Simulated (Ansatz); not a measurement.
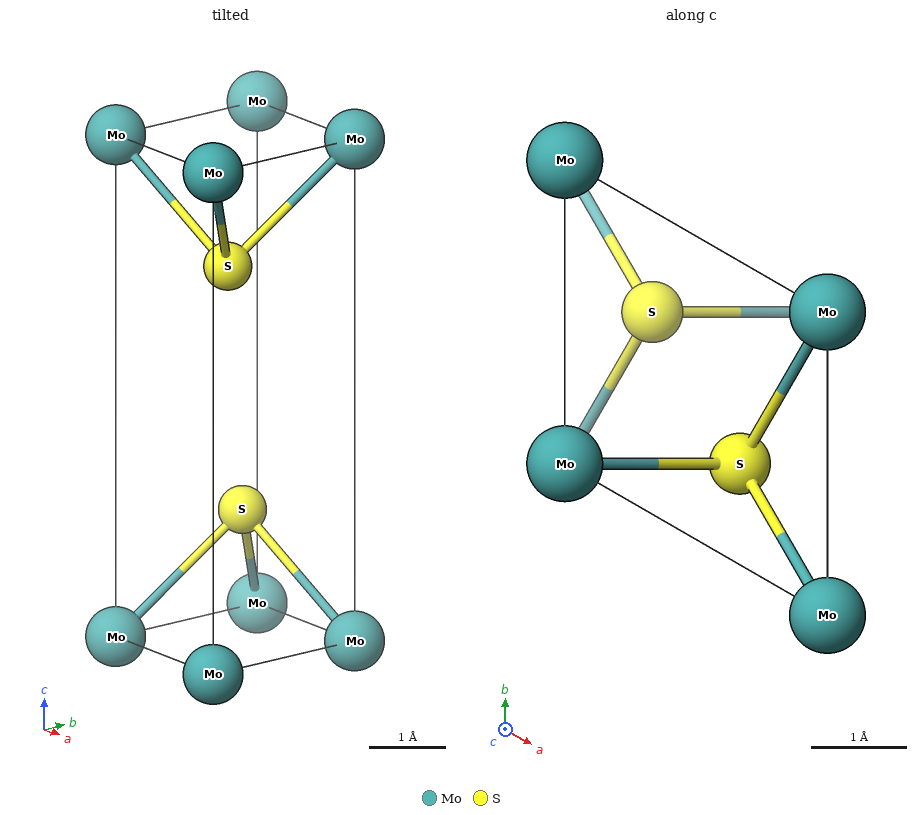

Crystal structure, ball-and-stick style, seen slightly off an axis and along the c axis. The conventional unit cell is outlined; an atom on or near a face, edge or corner is repeated at each equivalent position.

MoS2, cadmium iodide (CdI₂, 1T) type, space group P-3m1 (No. 164), a = 3.193 Å, b = 3.193 Å, c = 6.772 Å, α = 90.00°, β = 90.00°, γ = 120.00°. Origin of the cell: a structure type filled with these elements by a generator (whether the compound takes this form wasn't checked). Earlier steps of the study, as a rule a relaxation of our own, may have changed the cell and positions, so they can lie some per cent off the listed ones. It was the input of a calculation with Ansatz.

This one geometry was computed with Ansatz (DFT, plane waves, PAW) at four levels of theory: r2SCAN, PBE with spin-orbit coupling, PBEsol and LDA.

### Which level gives the highest pressure at this volume, and what does that say about its equilibrium volume?

Highest: PBE with spin-orbit coupling (0.0 GPa), which points to the largest equilibrium volume. Lowest, with the smallest volume: LDA (-6.6 GPa). Levels within 0.5 GPa of each other can't be told apart.

### How does the band gap change with the level of theory?

All levels give a metal.

### Collect the results in a table.

| level | cutoff (eV) | k-mesh of the run's cell | gap (eV) | pressure (GPa) | absolute moment (μB/atom) |
| --- | --- | --- | --- | --- | --- |
| r2SCAN | 500 | 12×12×6 | metal | -1.1 | 0.00 |
| PBE with spin-orbit coupling | 420 | 12×12×6 | metal | 0.0 | 0.00 |
| PBEsol | 420 | 12×12×6 | metal | -4.2 | 0.00 |
| LDA | 420 | 12×12×6 | metal | -6.6 | 0.00 |

Gaps are taken on the k-mesh or band path of each run.
